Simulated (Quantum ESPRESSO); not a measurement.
# O on top sites of RuAl(110): a series in the coverage, part 6 of 10

Wanted: a table for O on top sites of RuAl(110) against the coverage, and what can be fitted to it.

Quantum ESPRESSO 7.5; plane-wave DFT, PBE, GBRV ultrasoft pseudopotentials.

So far. Step 6 (SCF with pw.x, 0 ML): The vacuum levels are read from the outermost 0.7 Å of the cell on either side. Step 6 (SCF with pw.x, 0 ML): Inside the slab this potential holds the local part of the pseudopotentials, which can be repulsive at the nuclei; only its value in the vacuum has a meaning of its own.

The structure was built from a prototype and need not be the compound's stable phase.

## (7) Relaxing the ions, 0.1667 ML

System of this step: RuAl(110), 3 layers, 6 sites a cell, 1 O on top sites. The cell holds 37 atoms: 18 Ru, 18 Al and 1 O. Its edges and angles: a = 9.012 Å, b = 8.494 Å, c = 20.437 Å, α = 90.0°, β = 90.0°, γ = 90.0°. It derives from RuAl. Vacuum lies along c.

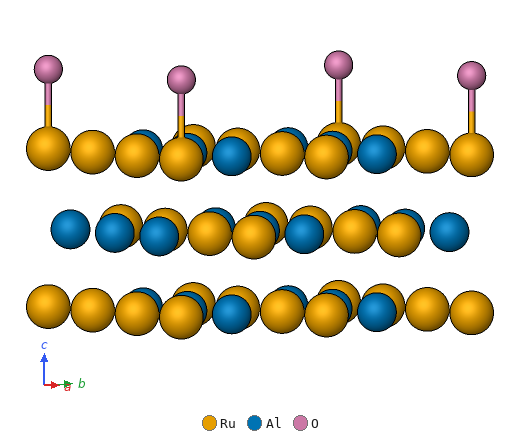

The cell of this step (ruthenium orange, aluminium blue, oxygen pink). Some periodic images of atoms are drawn too.

The input, m1.relax.in:

```
&control
  prefix = 'm1.relax'
  outdir = './out'
  pseudo_dir = './pseudo'
  nstep = 70
  forc_conv_thr = 0.0015
  calculation = 'relax'
/
&system
  ibrav = 0
  nat = 37
  ntyp = 3
  ecutwfc = 40
  ecutrho = 200
  occupations = 'smearing'
  smearing = 'mv'
  degauss = 0.02
/
&electrons
  conv_thr = 1e-07
  mixing_beta = 0.3
  electron_maxstep = 120
  mixing_mode = 'local-TF'
/
&ions
/
ATOMIC_SPECIES
  Ru  101.0700  ru_pbe_v1.2.uspp.F.UPF
  Al  26.9815  al_pbe_v1.uspp.F.UPF
  O   15.9990  o_pbe_v1.2.uspp.F.UPF
CELL_PARAMETERS angstrom
  9.01194874200000 0.00000000000000 0.00000000000000
  0.00000000000000 8.49361459400000 0.00000000000000
  0.00000000000000 0.00000000000000 20.43660440676306
ATOMIC_POSITIONS crystal
  Ru  0.000000000000 0.000000000000 0.344005725154 0 0 0
  Ru  0.000000000000 0.500000000000 0.344005725154 0 0 0
  Ru  0.333333333300 0.000000000000 0.344005725154 0 0 0
  Ru  0.333333333300 0.500000000000 0.344005725154 0 0 0
  Ru  0.666666666700 0.000000000000 0.344005725154 0 0 0
  Ru  0.666666666700 0.500000000000 0.344005725154 0 0 0
  Al  0.166666666700 0.250000000000 0.344005725154 0 0 0
  Al  0.166666666700 0.750000000000 0.344005725154 0 0 0
  Al  0.500000000000 0.250000000000 0.344005725154 0 0 0
  Al  0.500000000000 0.750000000000 0.344005725154 0 0 0
  Al  0.833333333300 0.250000000000 0.344005725154 0 0 0
  Al  0.833333333300 0.750000000000 0.344005725154 0 0 0
  Ru  0.000000000000 0.250000000000 0.447907704477 0 0 0
  Ru  0.000000000000 0.750000000000 0.447907704477 0 0 0
  Ru  0.333333333300 0.250000000000 0.447907704477 0 0 0
  Ru  0.333333333300 0.750000000000 0.447907704477 0 0 0
  Ru  0.666666666700 0.250000000000 0.447907704477 0 0 0
  Ru  0.666666666700 0.750000000000 0.447907704477 0 0 0
  Al  0.166666666700 0.000000000000 0.447907704477 0 0 0
  Al  0.166666666700 0.500000000000 0.447907704477 0 0 0
  Al  0.500000000000 0.000000000000 0.447907704477 0 0 0
  Al  0.500000000000 0.500000000000 0.447907704477 0 0 0
  Al  0.833333333300 0.000000000000 0.447907704477 0 0 0
  Al  0.833333333300 0.500000000000 0.447907704477 0 0 0
  Ru  0.000000000000 0.000000000000 0.551809683800
  Ru  0.000000000000 0.500000000000 0.551809683800
  Ru  0.333333333300 0.000000000000 0.551809683800
  Ru  0.333333333300 0.500000000000 0.551809683800
  Ru  0.666666666700 0.000000000000 0.551809683800
  Ru  0.666666666700 0.500000000000 0.551809683800
  Al  0.166666666700 0.250000000000 0.551809683800
  Al  0.166666666700 0.750000000000 0.551809683800
  Al  0.500000000000 0.250000000000 0.551809683800
  Al  0.500000000000 0.750000000000 0.551809683800
  Al  0.833333333300 0.250000000000 0.551809683800
  Al  0.833333333300 0.750000000000 0.551809683800
  O   0.000000000000 0.000000000000 0.655994274846
K_POINTS automatic
  3 3 1 0 0 0
```

Run with:

```console
OMP_NUM_THREADS=1 mpirun -n 16 pw.x -nk 1 -in m1.relax.in > m1.relax.out
```

What it wrote:

```text
[banner, memory and clock lines left out]
Program PWSCF v.7.5 starts
[...]
Message from routine setup:
[...]
number of electrons       =       348.00
     number of Kohn-Sham states=          209
     kinetic-energy cutoff     =      40.0000  Ry
     charge density cutoff     =     200.0000  Ry
[...]
number of k points=     4  Marzari-Vanderbilt smearing, width (Ry)=  0.0200
[...]
Dense  grid:   504277 G-vectors     FFT dimensions: (  80,  75, 180)
[...]
negative rho (up, down):  1.385E+00 0.000E+00
     Starting wfcs are  310 randomized atomic wfcs
[...]
negative rho (up, down):  1.344E+00 0.000E+00
[...]
estimated scf accuracy    <      54.81624827 Ry
[...]
negative rho (up, down):  1.312E+00 0.000E+00
[...]
estimated scf accuracy    <      20.08356365 Ry
[...]
negative rho (up, down):  1.317E+00 0.000E+00
[...]
estimated scf accuracy    <       1.24428928 Ry
[...]
negative rho (up, down):  1.318E+00 0.000E+00
[...]
estimated scf accuracy    <       1.58656703 Ry
[...]
negative rho (up, down):  1.326E+00 0.000E+00
[...]
estimated scf accuracy    <       0.56844380 Ry
[...]
negative rho (up, down):  1.348E+00 0.000E+00
[...]
estimated scf accuracy    <       0.29630201 Ry
[...]
negative rho (up, down):  1.347E+00 0.000E+00
[...]
estimated scf accuracy    <       0.03865078 Ry
[...]
negative rho (up, down):  1.349E+00 0.000E+00
[...]
estimated scf accuracy    <       0.01594978 Ry
[...]
negative rho (up, down):  1.351E+00 0.000E+00
[...]
estimated scf accuracy    <       0.02413707 Ry
[...]
negative rho (up, down):  1.352E+00 0.000E+00
[...]
estimated scf accuracy    <       0.00859632 Ry
[...]
negative rho (up, down):  1.348E+00 0.000E+00
[...]
estimated scf accuracy    <       0.00375186 Ry
[...]
negative rho (up, down):  1.348E+00 0.000E+00
[...]
estimated scf accuracy    <       0.00268899 Ry
[...]
negative rho (up, down):  1.346E+00 0.000E+00
[...]
estimated scf accuracy    <       0.00145030 Ry
[...]
negative rho (up, down):  1.345E+00 0.000E+00
[...]
estimated scf accuracy    <       0.00052715 Ry
[...]
negative rho (up, down):  1.347E+00 0.000E+00
[...]
estimated scf accuracy    <       0.00033784 Ry
[...]
negative rho (up, down):  1.349E+00 0.000E+00
[...]
estimated scf accuracy    <       0.00017045 Ry
[...]
negative rho (up, down):  1.349E+00 0.000E+00
[...]
estimated scf accuracy    <       0.00003076 Ry
[...]
negative rho (up, down):  1.348E+00 0.000E+00
[...]
estimated scf accuracy    <       0.00001331 Ry
[...]
negative rho (up, down):  1.348E+00 0.000E+00
[...]
estimated scf accuracy    <       0.00000368 Ry
[...]
negative rho (up, down):  1.348E+00 0.000E+00
[...]
estimated scf accuracy    <       0.00000175 Ry
[...]
negative rho (up, down):  1.348E+00 0.000E+00
[...]
estimated scf accuracy    <       0.00000075 Ry
[...]
negative rho (up, down):  1.348E+00 0.000E+00
[...]
estimated scf accuracy    <       0.00000043 Ry
[...]
negative rho (up, down):  1.348E+00 0.000E+00
[...]
estimated scf accuracy    <       0.00000011 Ry
[...]
negative rho (up, down):  1.348E+00 0.000E+00
[...]
the Fermi energy is     1.6471 ev
!    total energy              =   -3649.65505554 Ry
     estimated scf accuracy    <       0.00000005 Ry
     smearing contrib. (-TS)   =       0.02098058 Ry
     internal energy E=F+TS    =   -3649.67603612 Ry
[...]
one-electron contribution =  -18306.31897565 Ry
     hartree contribution      =    9165.03729782 Ry
     xc contribution           =    -551.74505399 Ry
     ewald contribution        =    6043.35069571 Ry
     convergence has been achieved in  24 iterations
     negative rho (up, down):  1.348E+00 0.000E+00
[...]
Total force =     0.253987     Total SCF correction =     0.000638
[...]
negative rho (up, down):  1.349E+00 0.000E+00
[...]
negative rho (up, down):  1.349E+00 0.000E+00
[...]
estimated scf accuracy    <       0.10548791 Ry
[...]
negative rho (up, down):  1.349E+00 0.000E+00
[...]
estimated scf accuracy    <       0.00912534 Ry
[...]
negative rho (up, down):  1.349E+00 0.000E+00
[...]
estimated scf accuracy    <       0.00570207 Ry
[...]
negative rho (up, down):  1.349E+00 0.000E+00
[...]
estimated scf accuracy    <       0.00153547 Ry
[...]
negative rho (up, down):  1.349E+00 0.000E+00
[...]
estimated scf accuracy    <       0.00021579 Ry
[...]
negative rho (up, down):  1.349E+00 0.000E+00
[...]
estimated scf accuracy    <       0.00009195 Ry
[...]
negative rho (up, down):  1.349E+00 0.000E+00
[...]
estimated scf accuracy    <       0.00003905 Ry
[...]
negative rho (up, down):  1.349E+00 0.000E+00
[...]
estimated scf accuracy    <       0.00000914 Ry
[...]
negative rho (up, down):  1.349E+00 0.000E+00
[...]
estimated scf accuracy    <       0.00000470 Ry
[...]
negative rho (up, down):  1.349E+00 0.000E+00
[...]
estimated scf accuracy    <       0.00000200 Ry
[...]
negative rho (up, down):  1.349E+00 0.000E+00
[...]
estimated scf accuracy    <       0.00000071 Ry
[...]
negative rho (up, down):  1.349E+00 0.000E+00
[...]
estimated scf accuracy    <       0.00000033 Ry
[...]
negative rho (up, down):  1.349E+00 0.000E+00
[...]
the Fermi energy is     1.7080 ev
!    total energy              =   -3649.71767634 Ry
     estimated scf accuracy    <       0.00000008 Ry
     smearing contrib. (-TS)   =       0.02147315 Ry
     internal energy E=F+TS    =   -3649.73914950 Ry
[...]
one-electron contribution =  -18305.92091029 Ry
     hartree contribution      =    9165.28060951 Ry
     xc contribution           =    -551.80436718 Ry
     ewald contribution        =    6042.70551847 Ry
     convergence has been achieved in  13 iterations
     negative rho (up, down):  1.349E+00 0.000E+00
[...]
Total force =     0.226673     Total SCF correction =     0.000523
[...]
WARNING: bfgs curvature condition failed, Theta= 0.897
[...]
negative rho (up, down):  1.351E+00 0.000E+00
[...]
negative rho (up, down):  1.351E+00 0.000E+00
[...]
estimated scf accuracy    <       0.14382358 Ry
[...]
negative rho (up, down):  1.352E+00 0.000E+00
[...]
estimated scf accuracy    <       0.01586009 Ry
[...]
negative rho (up, down):  1.352E+00 0.000E+00
[...]
estimated scf accuracy    <       0.00728064 Ry
[...]
negative rho (up, down):  1.352E+00 0.000E+00
[...]
estimated scf accuracy    <       0.00255426 Ry
[...]
negative rho (up, down):  1.352E+00 0.000E+00
[...]
estimated scf accuracy    <       0.00022000 Ry
[...]
negative rho (up, down):  1.352E+00 0.000E+00
[...]
estimated scf accuracy    <       0.00013713 Ry
[...]
negative rho (up, down):  1.352E+00 0.000E+00
[...]
estimated scf accuracy    <       0.00003593 Ry
[...]
negative rho (up, down):  1.352E+00 0.000E+00
[...]
estimated scf accuracy    <       0.00000863 Ry
[...]
negative rho (up, down):  1.352E+00 0.000E+00
[...]
estimated scf accuracy    <       0.00000438 Ry
[...]
negative rho (up, down):  1.352E+00 0.000E+00
[...]
estimated scf accuracy    <       0.00000177 Ry
[...]
negative rho (up, down):  1.352E+00 0.000E+00
[...]
estimated scf accuracy    <       0.00000074 Ry
[...]
negative rho (up, down):  1.352E+00 0.000E+00
[...]
estimated scf accuracy    <       0.00000022 Ry
[...]
negative rho (up, down):  1.353E+00 0.000E+00
[...]
estimated scf accuracy    <       0.00000010 Ry
[...]
negative rho (up, down):  1.353E+00 0.000E+00
[...]
the Fermi energy is     1.7882 ev
!    total energy              =   -3649.76060818 Ry
     estimated scf accuracy    <       0.00000002 Ry
     smearing contrib. (-TS)   =       0.02186865 Ry
     internal energy E=F+TS    =   -3649.78247683 Ry
[...]
one-electron contribution =  -18306.18296258 Ry
     hartree contribution      =    9165.88411269 Ry
     xc contribution           =    -551.92026533 Ry
     ewald contribution        =    6042.43663839 Ry
     convergence has been achieved in  14 iterations
     negative rho (up, down):  1.353E+00 0.000E+00
[...]
Total force =     0.055999     Total SCF correction =     0.000265
[...]
negative rho (up, down):  1.353E+00 0.000E+00
[...]
negative rho (up, down):  1.354E+00 0.000E+00
[...]
estimated scf accuracy    <       0.02014193 Ry
[...]
negative rho (up, down):  1.354E+00 0.000E+00
[...]
estimated scf accuracy    <       0.00138582 Ry
[...]
negative rho (up, down):  1.354E+00 0.000E+00
[...]
estimated scf accuracy    <       0.00078038 Ry
[...]
negative rho (up, down):  1.354E+00 0.000E+00
[...]
estimated scf accuracy    <       0.00024163 Ry
[...]
negative rho (up, down):  1.354E+00 0.000E+00
[...]
estimated scf accuracy    <       0.00002726 Ry
[...]
negative rho (up, down):  1.354E+00 0.000E+00
[...]
estimated scf accuracy    <       0.00000862 Ry
[...]
negative rho (up, down):  1.354E+00 0.000E+00
[...]
estimated scf accuracy    <       0.00000563 Ry
[...]
negative rho (up, down):  1.354E+00 0.000E+00
[...]
estimated scf accuracy    <       0.00000125 Ry
[...]
negative rho (up, down):  1.354E+00 0.000E+00
[...]
estimated scf accuracy    <       0.00000080 Ry
[...]
negative rho (up, down):  1.354E+00 0.000E+00
[...]
estimated scf accuracy    <       0.00000019 Ry
[...]
negative rho (up, down):  1.354E+00 0.000E+00
[...]
estimated scf accuracy    <       0.00000006 Ry
[...]
negative rho (up, down):  1.354E+00 0.000E+00
[...]
estimated scf accuracy    <       0.00000004 Ry
[...]
negative rho (up, down):  1.354E+00 0.000E+00
[...]
the Fermi energy is     1.8060 ev
!    total energy              =   -3649.76260317 Ry
     estimated scf accuracy    <          4.9E-09 Ry
     smearing contrib. (-TS)   =       0.02192520 Ry
     internal energy E=F+TS    =   -3649.78452837 Ry
[...]
one-electron contribution =  -18312.95060038 Ry
     hartree contribution      =    9169.33935748 Ry
     xc contribution           =    -551.97370139 Ry
     ewald contribution        =    6045.80041592 Ry
     convergence has been achieved in  13 iterations
     negative rho (up, down):  1.354E+00 0.000E+00
[...]
Total force =     0.065139     Total SCF correction =     0.000083
[...]
negative rho (up, down):  1.354E+00 0.000E+00
[...]
negative rho (up, down):  1.354E+00 0.000E+00
[...]
estimated scf accuracy    <       0.00678837 Ry
[...]
negative rho (up, down):  1.354E+00 0.000E+00
[...]
estimated scf accuracy    <       0.00081242 Ry
[...]
negative rho (up, down):  1.354E+00 0.000E+00
[...]
estimated scf accuracy    <       0.00057069 Ry
[...]
negative rho (up, down):  1.354E+00 0.000E+00
[...]
estimated scf accuracy    <       0.00008468 Ry
[...]
negative rho (up, down):  1.354E+00 0.000E+00
[...]
estimated scf accuracy    <       0.00000644 Ry
[...]
negative rho (up, down):  1.354E+00 0.000E+00
[...]
estimated scf accuracy    <       0.00000253 Ry
[...]
negative rho (up, down):  1.355E+00 0.000E+00
[...]
estimated scf accuracy    <       0.00000095 Ry
[...]
negative rho (up, down):  1.355E+00 0.000E+00
[...]
estimated scf accuracy    <       0.00000034 Ry
[...]
negative rho (up, down):  1.355E+00 0.000E+00
[...]
estimated scf accuracy    <       0.00000019 Ry
[...]
negative rho (up, down):  1.355E+00 0.000E+00
[...]
estimated scf accuracy    <       0.00000005 Ry
[...]
negative rho (up, down):  1.355E+00 0.000E+00
[...]
estimated scf accuracy    <       0.00000002 Ry
[...]
negative rho (up, down):  1.355E+00 0.000E+00
[...]
negative rho (up, down):  1.359E+00 0.000E+00
[...]
estimated scf accuracy    <       0.00294989 Ry
[...]
negative rho (up, down):  1.359E+00 0.000E+00
[...]
estimated scf accuracy    <       0.00031091 Ry
[...]
negative rho (up, down):  1.359E+00 0.000E+00
[...]
estimated scf accuracy    <       0.00020169 Ry
[...]
negative rho (up, down):  1.360E+00 0.000E+00
[...]
estimated scf accuracy    <       0.00005750 Ry
[...]
negative rho (up, down):  1.360E+00 0.000E+00
[...]
estimated scf accuracy    <       0.00000398 Ry
[...]
negative rho (up, down):  1.359E+00 0.000E+00
[...]
estimated scf accuracy    <       0.00000216 Ry
[...]
negative rho (up, down):  1.359E+00 0.000E+00
[...]
estimated scf accuracy    <       0.00000065 Ry
[...]
negative rho (up, down):  1.359E+00 0.000E+00
[...]
estimated scf accuracy    <       0.00000025 Ry
[...]
negative rho (up, down):  1.359E+00 0.000E+00
[...]
estimated scf accuracy    <       0.00000010 Ry
[...]
negative rho (up, down):  1.359E+00 0.000E+00
[...]
estimated scf accuracy    <       0.00000003 Ry
[...]
negative rho (up, down):  1.359E+00 0.000E+00
[...]
estimated scf accuracy    <       0.00000001 Ry
[...]
negative rho (up, down):  1.359E+00 0.000E+00
[...]
estimated scf accuracy    <          7.0E-09 Ry
[...]
negative rho (up, down):  1.359E+00 0.000E+00
[...]
the Fermi energy is     1.7795 ev
!    total energy              =   -3649.77045657 Ry
     estimated scf accuracy    <          2.1E-09 Ry
     smearing contrib. (-TS)   =       0.02195453 Ry
     internal energy E=F+TS    =   -3649.79241110 Ry
[...]
one-electron contribution =  -18291.18498078 Ry
     hartree contribution      =    9158.16021705 Ry
     xc contribution           =    -552.05180796 Ry
     ewald contribution        =    6035.28416060 Ry
     convergence has been achieved in  13 iterations
     negative rho (up, down):  1.359E+00 0.000E+00
[...]
Total force =     0.007029     Total SCF correction =     0.000131
[...]
negative rho (up, down):  1.358E+00 0.000E+00
[...]
```

Wall time 46 min (16 MPI ranks of Arm Neoverse V1, shared host); peak memory 4.4 GiB.

Relaxation path:

| step | energy less that of the first step (eV) | largest force (eV/Å) |
| --- | --- | --- |
| 1 | 0.0000 | 4.9139 |
| 2 | -0.8520 | 4.4291 |
| 3 | -1.4361 | 1.0504 |
| 4 | -1.4633 | 1.3752 |
| 5 | -1.4998 | 0.8566 |
| 6 | -1.5287 | 0.5843 |
| 7 | -1.5496 | 0.2310 |
| 8 | -1.5544 | 0.2025 |
| 9 | -1.5588 | 0.2197 |
| 10 | -1.5639 | 0.1932 |
| 11 | -1.5687 | 0.1002 |
| 12 | -1.5701 | 0.0706 |
| 13 | -1.5713 | 0.0774 |
| 14 | -1.5721 | 0.0769 |
| 15 | -1.5726 | 0.0397 |
| 16 | -1.5728 | 0.0254 |

The atoms that moved most (Å):

| atom | dx | dy | dz | length |
| --- | --- | --- | --- | --- |
| Ru25 | 0.000 | 0.000 | 0.392 | 0.392 |
| Al36 | -0.007 | -0.014 | -0.057 | 0.059 |
| Al35 | -0.007 | 0.014 | -0.057 | 0.059 |
| Al32 | 0.007 | -0.014 | -0.057 | 0.059 |
| Al31 | 0.007 | 0.014 | -0.057 | 0.059 |
| Ru29 | 0.001 | 0.000 | -0.048 | 0.048 |
| Ru27 | -0.001 | 0.000 | -0.048 | 0.048 |
| Ru28 | -0.007 | 0.000 | -0.041 | 0.042 |

The relaxation lowers the energy by 43 meV an atom. On the free atoms the largest force ends at 0.025 eV/Å.

This step gave:

- free energy: -49657.6595 eV
- Fermi energy: 1.779 eV

[end of part 6 of 10]

[Logs are printed without paths, hosts, clocks, repeated set-up lines and the standing remarks that a program may print on its own settings, such as how far it seeks lower states.]

[Hosts, paths, dates, database ids (printed as entryN), source tags and the programs' standing remarks are cut or masked in the printed files.]

[Maps of the electrostatic potential energy from Ansatz leave out the sawtooth potential of an applied field or a dipole correction, so their vacuum need not be flat; planar profiles and work functions include it.]
